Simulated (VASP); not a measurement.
**NaCl: Na into a neighbouring Na vacancy**

Wanted: the minimum-energy path in NaCl for this move: Na into a neighbouring Na vacancy. The start is a computed cell from the Materials Project.

Method: PBEsol; plane waves and PAW (Cl, Na), in VASP 6.6.1.

### 1. The host crystal

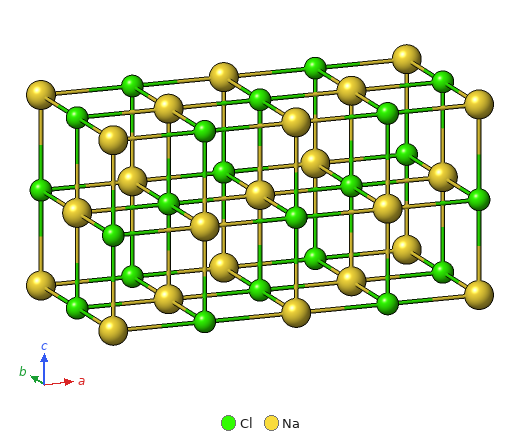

Start, viewed slightly off an axis; chlorine green, sodium yellow. 2×1×1 cells are drawn. This picture shows the conventional cell, with its axes. Some periodic images of atoms are drawn too.

As a file:

```
Cl Na
1.0
     0.00000    2.79406    2.79406
     2.79406    0.00000    2.79406
     2.79406    2.79406    0.00000
Cl Na
1 1
Direct
  0.50000 0.50000 0.50000
  0.00000 0.00000 0.00000
```

### 2. Relax the host

First cell and atoms are relaxed at a raised cutoff, so that later runs start from this functional's own cell.

INCAR reads:

```
SYSTEM = NaCl
PREC = Accurate
ENCUT = 350
EDIFF = 1E-06
NELM = 120
ISMEAR = 0
SIGMA = 0.1
LREAL = .FALSE.
ALGO = Normal
GGA = PS
NBANDS = 10
LORBIT = 11
LWAVE = .FALSE.
LCHARG = .FALSE.
KPAR = 6
IBRION = 2
NSW = 40
ISIF = 3
EDIFFG = -0.02
POTIM = 0.4
```

POSCAR reads:

```
NaCl
1.0
    0.0000000000      2.7940632177      2.7940632177
    2.7940632177      0.0000000000      2.7940632177
    2.7940632177      2.7940632177      0.0000000000
Cl Na
1 1
Direct
    0.5000000000      0.5000000000      0.5000000000
    0.0000000000      0.0000000000      0.0000000000
```

KPOINTS reads:

```
Automatic mesh
0
Gamma
6 6 6
0 0 0
```

Potentials, in the order of the species: Cl and Na (PBE family, release 64).

On the command line:

```console
> mpirun -np 6 vasp_std
```

The log of the run:

```text
[banner, memory and clock lines left out]
running    6 mpi-ranks, on    1 nodes
 distrk:  each k-point on    1 cores,    6 groups
 distr:  one band on    1 cores,    1 groups

 POSCAR found type information on POSCAR ClNa
 POSCAR found :  2 types and       2 ions
|                                                                             |
|           W    W    AA    RRRRR   N    N  II  N    N   GGGG   !!!           |
|           W    W   A  A   R    R  NN   N  II  NN   N  G    G  !!!           |
|           W    W  A    A  R    R  N N  N  II  N N  N  G       !!!           |
|           W WW W  AAAAAA  RRRRR   N  N N  II  N  N N  G  GGG   !            |
|           WW  WW  A    A  R   R   N   NN  II  N   NN  G    G                |
|           W    W  A    A  R    R  N    N  II  N    N   GGGG   !!!           |
|                                                                             |
|     For optimal performance we recommend to set                             |
|       NCORE = 2 up to number-of-cores-per-socket                            |
|     NCORE specifies how many cores store one orbital (NPAR=cpu/NCORE).      |
|     This setting can greatly improve the performance of VASP for DFT.       |
|     The default, NCORE=1 might be grossly inefficient on modern             |
|     multi-core architectures or massively parallel machines. Do your        |
|     Unfortunately you need to use the default for GW and RPA                |
|     calculations (for HF NCORE is supported but not extensively tested      |
|     yet).                                                                   |
|                                                                             |

|                                                                             |
|               ----> ADVICE to this user running VASP <----                  |
|                                                                             |
|     You enforced a specific xc type in the INCAR file but a different       |
|     [... a line on the potential file left out ...]
|     I HOPE YOU KNOW WHAT YOU ARE DOING!                                     |
|                                                                             |

 LDA part: xc-table for (Slater+PW92), standard interpolation
 POSCAR, INCAR and KPOINTS ok, starting setup
 FFT: planning ... GRIDC
 FFT: planning ... GRID_SOFT
 FFT: planning ... GRID
 WAVECAR not read
 entering main loop
       N       E                     dE             d eps       ncg     rms          rms(c)
DAV:   1     0.308255753413E+02    0.30826E+02   -0.24932E+03   320   0.433E+02
DAV:   2    -0.503326577048E+01   -0.35859E+02   -0.35111E+02   426   0.105E+02
DAV:   3    -0.717463280159E+01   -0.21414E+01   -0.21373E+01   364   0.309E+01
DAV:   4    -0.720984885727E+01   -0.35216E-01   -0.35209E-01   386   0.436E+00
DAV:   5    -0.721088785882E+01   -0.10390E-02   -0.10390E-02   384   0.700E-01    0.187E+00
DAV:   6    -0.706047787046E+01    0.15041E+00   -0.37530E-01   368   0.269E+00    0.138E+00
DAV:   7    -0.704839277760E+01    0.12085E-01   -0.79527E-02   396   0.130E+00    0.899E-01
DAV:   8    -0.705087825208E+01   -0.24855E-02   -0.65972E-03   334   0.625E-01    0.209E-01
DAV:   9    -0.705084754687E+01    0.30705E-04   -0.74549E-05   396   0.566E-02    0.137E-01
DAV:  10    -0.705090511051E+01   -0.57564E-04   -0.19123E-04   346   0.770E-02    0.527E-02
DAV:  11    -0.705089869714E+01    0.64134E-05   -0.14352E-05   360   0.177E-02    0.157E-02
DAV:  12    -0.705089826340E+01    0.43374E-06   -0.18258E-06   328   0.770E-03
   1 F= -.70508983E+01 E0= -.70508983E+01  d E =-.705090E+01
 curvature:   0.00 expect dE= 0.000E+00 dE for cont linesearch  0.000E+00
 trial: gam= 0.00000 g(F)=  0.555E-61 g(S)=  0.712E-03 ort = 0.000E+00 (trialstep = 0.100E+01)
 search vector abs. value=  0.712E-03
 bond charge predicted
       N       E                     dE             d eps       ncg     rms          rms(c)
DAV:   1    -0.705361428169E+01   -0.27156E-02   -0.40938E-02   324   0.119E+00    0.278E-01
DAV:   2    -0.705162125285E+01    0.19930E-02   -0.55832E-03   340   0.362E-01    0.697E-02
DAV:   3    -0.705145402409E+01    0.16723E-03   -0.94789E-04   350   0.157E-01    0.548E-02
DAV:   4    -0.705145695478E+01   -0.29307E-05   -0.10561E-05   340   0.223E-02    0.127E-02
DAV:   5    -0.705145822742E+01   -0.12726E-05   -0.28222E-06   328   0.833E-03    0.271E-03
DAV:   6    -0.705145815154E+01    0.75878E-07   -0.38933E-08   186   0.148E-03
   2 F= -.70514582E+01 E0= -.70514582E+01  d E =-.559888E-03
 trial-energy change:   -0.000560  1 .order   -0.000559   -0.000712   -0.000406
 step:   2.3269(harm=  2.3269)  dis= 0.00000  next Energy=    -7.051727 (dE=-0.829E-03)
 bond charge predicted
       N       E                     dE             d eps       ncg     rms          rms(c)
DAV:   1    -0.705555565558E+01   -0.40974E-02   -0.72566E-02   320   0.159E+00    0.371E-01
DAV:   2    -0.705204458884E+01    0.35111E-02   -0.98072E-03   342   0.481E-01    0.930E-02
DAV:   3    -0.705174606621E+01    0.29852E-03   -0.16843E-03   350   0.209E-01    0.731E-02
DAV:   4    -0.705174868685E+01   -0.26206E-05   -0.18657E-05   342   0.297E-02    0.170E-02
DAV:   5    -0.705175020648E+01   -0.15196E-05   -0.50360E-06   336   0.112E-02    0.360E-03
DAV:   6    -0.705175010132E+01    0.10517E-06   -0.70598E-08   174   0.200E-03
   3 F= -.70517501E+01 E0= -.70517501E+01  d E =-.851838E-03
 curvature:  -1.16 expect dE=-0.245E-06 dE for cont linesearch -0.245E-06
 trial: gam=-0.01690 g(F)=  0.828E-66 g(S)=  0.211E-06 ort = 0.122E-04 (trialstep = 0.127E+01)
 search vector abs. value=  0.162E-09
 reached required accuracy - stopping structural energy minimisation
```

Wall time 2.4 s (6 MPI ranks of AMD EPYC 9R45, shared host); peak memory 0.66 GiB.

The logs omit lines about the potential files and the build; timing stands in the text.

From OUTCAR (step 2):

```text
ion  position               nearest neighbor table
   1  0.500  0.500  0.500-   2 2.79   2 2.79   2 2.79   2 2.79   2 2.79   2 2.79
   2  0.000  0.000  0.000-   1 2.79   1 2.79   1 2.79   1 2.79   1 2.79   1 2.79

  LATTYP: Found a face centered cubic cell.
 ALAT       =     5.5881264354

 Subroutine GETGRP returns: Found 48 space group operations
 (whereof 48 operations were pure point group operations)

The static configuration has the point symmetry O_h .

 Found     16 irreducible k-points:

   k-points           NKPTS =     16   k-points in BZ     NKDIM =     16   number of bands    NBANDS=     10

   dimension x,y,z NGX =    24 NGY =   24 NGZ =   24
   dimension x,y,z NGXF=    48 NGYF=   48 NGZF=   48

   ENCUT  =  350.0 eV  25.72 Ry    5.07 a.u.   6.03  6.03  6.03*2*pi/ulx,y,z

   NELECT =       8.0000    total number of electrons

 k-points in reciprocal lattice and weights: Automatic mesh
   0.00000000  0.00000000  0.00000000       0.005
   0.16666667  0.00000000  0.00000000       0.037
   0.33333333  0.00000000  0.00000000       0.037
   0.50000000  0.00000000  0.00000000       0.019
   0.16666667  0.16666667  0.00000000       0.028
   0.33333333  0.16666667  0.00000000       0.111
   0.50000000  0.16666667  0.00000000       0.111
  -0.33333333  0.16666667  0.00000000       0.111
  -0.16666667  0.16666667  0.00000000       0.056
[...]
-0.33333333  0.33333333  0.16666667       0.111
  -0.33333333  0.50000000  0.16666667       0.056

 average (electrostatic) potential at core
       1 -93.2574       2 -40.3786

 E-fermi :   0.1386

 k-point     1 :       0.0000    0.0000    0.0000
  band No.  band energies     occupation
      1     -13.0608      2.00000
      2      -0.3184      2.00000
      3      -0.3184      2.00000
      4      -0.3184      2.00000
      5       4.7694      0.00000
      6      10.7123      0.00000
      7      10.7123      0.00000
      8      10.7123      0.00000
      9      12.9853      0.00000
    ...

 k-point     2 :       0.1667    0.0000    0.0000
  band No.  band energies     occupation
      1     -12.9763      2.00000
      2      -0.9801      2.00000
      3      -0.3948      2.00000
      4      -0.3948      2.00000
      5       5.6188      0.00000
      6       9.9017      0.00000
      7      11.0128      0.00000
      8      11.0128      0.00000
      9      12.6335      0.00000
    ...

 k-point     3 :       0.3333    0.0000    0.0000
  band No.  band energies     occupation
      1     -12.7982      2.00000
      2      -1.9942      2.00000
      3      -0.5397      2.00000
      4      -0.5397      2.00000
      5       6.6782      0.00000
      6       9.8151      0.00000
      7      10.8370      0.00000
      8      10.8370      0.00000
      9      13.7580      0.00000
    ...

  Total       -0.0019078     -0.0019078     -0.0019078      0.0000000     -0.0000000      0.0000000
  in kB       -0.0711228     -0.0711228     -0.0711228      0.0000000     -0.0000000      0.0000000
  external PRESSURE =      -0.0711228 kB  Pullay stress =       0.0000000 kB

  energy-cutoff  :      350.00
  volume of cell :       42.98
      direct lattice vectors                 reciprocal lattice vectors
     0.000000000  2.780147824  2.780147824    -0.179846552  0.179846552  0.179846552
     2.780147824 -0.000000000  2.780147824     0.179846552 -0.179846552  0.179846552
     2.780147824  2.780147824  0.000000000     0.179846552  0.179846552 -0.179846552

 POSITION                                       TOTAL-FORCE (eV/Angst)
 -----------------------------------------------------------------------------------
      2.78015      2.78015      2.78015        -0.000000     -0.000000      0.000000
      0.00000      0.00000      0.00000         0.000000      0.000000     -0.000000
 -----------------------------------------------------------------------------------
    total drift:                               -0.000000     -0.000000      0.000000

  FREE ENERGIE OF THE ION-ELECTRON SYSTEM (eV)
  ---------------------------------------------------
  free  energy   TOTEN  =        -7.0517501013 eV

  energy  without entropy=       -7.0517501013  energy(sigma->0) =       -7.05175010

 reached required accuracy - stopping structural energy minimisation

 total charge
# of ion       s       p       d       tot
------------------------------------------
    1        1.577   3.558   0.000   5.136
    2        0.045   0.037   0.000   0.083
--------------------------------------------------
tot          1.623   3.595   0.000   5.218

[... 3 further parts left out ...]
```

CONTCAR:

```
NaCl
   1.00000000000000
     0.0000000000000000    2.7801478239023791    2.7801478239023791
     2.7801478239023791   -0.0000000000000000    2.7801478239023791
     2.7801478239023791    2.7801478239023791    0.0000000000000000
  Cl              Na
     1     1
Direct
     0.5000000000000000    0.5000000000000000    0.5000000000000000
     0.0000000000000000    0.0000000000000000    0.0000000000000000
```

The gap is read on the k-mesh alone, so it is an upper bound where the band edges lie off the mesh. The PAW data sets were made with PBE, which is usual practice but a small mismatch for other functionals. The data set Na keeps the semicore shell frozen, which is cheaper and a little less accurate. The run keeps the 48 symmetry operations of its start, so it cannot find a distortion of lower symmetry.

The steps of the relaxation:

```tsv
step	energy less that of the first step (eV)	largest force (eV/Å)	pressure (GPa)	volume (Å³)
1	0.0000	0.0000	-0.41	43.63
2	-0.0006	0.0000	-0.23	43.35
3	-0.0009	0.0000	-0.01	42.98
```

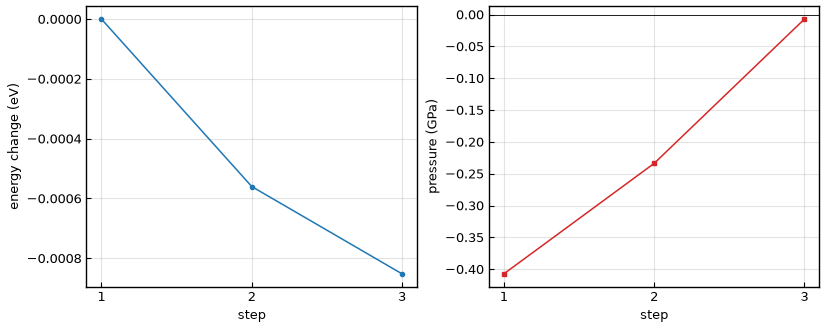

Energy and pressure along the relaxation.

```tsv
conventional cell, symmetrised	before	after	change
a (Å)	5.588	5.560	-0.5 %
b (Å)	5.588	5.560	-0.5 %
c (Å)	5.588	5.560	-0.5 %
volume (Å³/atom)	21.81	21.49	-1.5 %
```

Final coordinates:

```
Cl Na
1.0
     0.00000    2.78015    2.78015
     2.78015    0.00000    2.78015
     2.78015    2.78015    0.00000
Cl Na
1 1
Direct
  0.50000 0.50000 0.50000
  0.00000 0.00000 0.00000
```

Numbers from this step:

```
electronic cycles              : 24
electrons                      : 8
free energy (TOTEN)            : -7.052 eV
Fermi energy                   : 0.1386 eV
metallic                       : no
gap on the k-mesh              : 5.088 eV
least direct gap on the k-mesh : 5.088 eV
```

The run ended after 3 ionic steps, 0.001 eV below its first step, once forces and stress met EDIFFG = -0.02.

(Part 1 of 6 ends here.)

[Lines on the potential files, build, host, timing and source positions are cut from VASP's logs without a mark.]

[Logs are printed without paths, hosts, clocks, repeated set-up lines and the standing remarks that a program may print on its own settings, such as how far it seeks lower states.]

[Hosts, paths, dates, database ids (printed as entryN), source tags and the programs' standing remarks are cut or masked in the printed files.]

[Runs that stopped without an error message from VASP are left out.]
